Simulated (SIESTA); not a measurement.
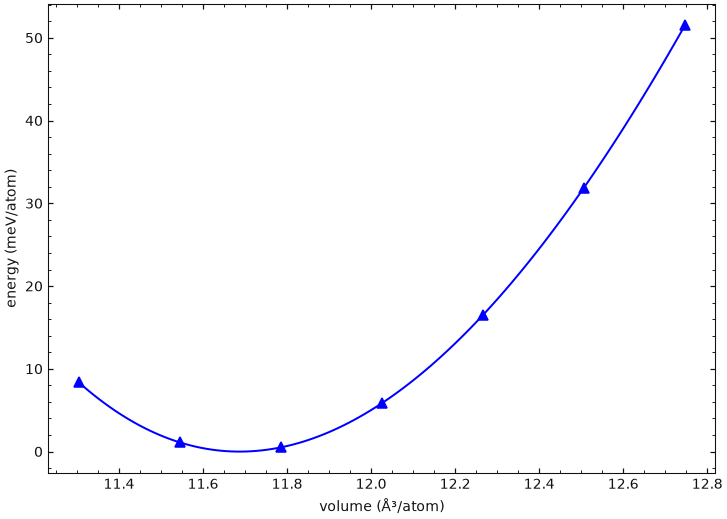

The picture above shows the energy against volume for MnO₂, space group P6_3/mmc (No. 194).

Cell as given: a = 2.855 Å, b = 2.855 Å, c = 10.222 Å, α = 90.00°, β = 90.00°, γ = 120.00°; 6 atoms.

Computed with SIESTA 5.4.2: DFT in numerical atomic orbitals with pseudopotentials, collinear spins; energies at scaled volumes of the given cell, shape and fractions fixed, counted from the fit's minimum, third-order Birch-Murnaghan fit. Level: LDA, collinear spin.

```tsv
setting	value
k mesh	8×8×2
occupations	Fermi–Dirac
smearing width	0.05 eV
potentials	PseudoDojo 0.4 standard, converted to PSML, two zetas on semicore shells
program settings	basis DZP, mesh cutoff 800 Ry
```

Question: What equilibrium volume and bulk modulus follow from the curve?

Answer: A third-order Birch–Murnaghan fit gives V0 = 11.69 Å³/atom, B0 = 201 GPa and B′ = 4.5.

Caveats: mulliken charges of long orbitals; short basis over semicore shells; shape and atomic fractions are frozen while scaling, which makes layered, chain and framework solids too stiff.
